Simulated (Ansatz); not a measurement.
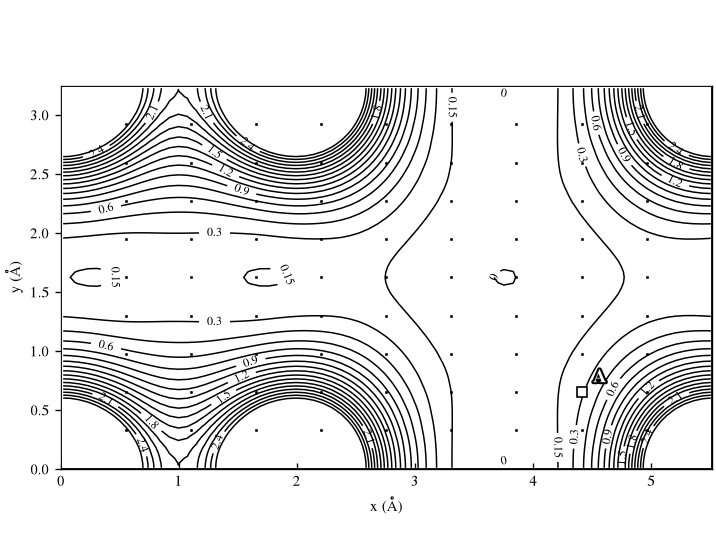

ZnO (P4_2/mnm phase) with one H guest (9 atoms in the cell). A guest moved over a lattice plane through the rigid host; the plane is (1 0 0) of the conventional cell, half-way across the widest gap between atomic layers, origin above O5. Places are given modulo a cell vector. The map is drawn in real space over the plane of the scan. Nothing is relaxed (host rigid, guest held in the plane). The grid has 10 × 10 points; 60 points were computed and 40 follow by symmetry. All energies are given in eV per cell relative to the lowest grid point. Level of theory: DFT PBEsol, scalar-relativistic, plane waves, PAW (Ansatz). Settings: cutoff 420 eV, k-mesh 4×4×8, gaussian smearing 0.05 eV, no spin polarisation.

In the figure: contour lines labelled in eV (none above 2.55), dots at the grid points, the outline of one cell of the plane, the point A. Between grid points the surface is interpolated.

Q: Is A at rest? If not, where is it pushed?

A: A, at (8/10, 2/10) of the cell vectors, is not a stationary point. The computed force is 0.94 eV/Å in the plane, pointing left in the picture (components −0.89 and 0.29 eV/Å).

PAW datasets: the set soft_1.
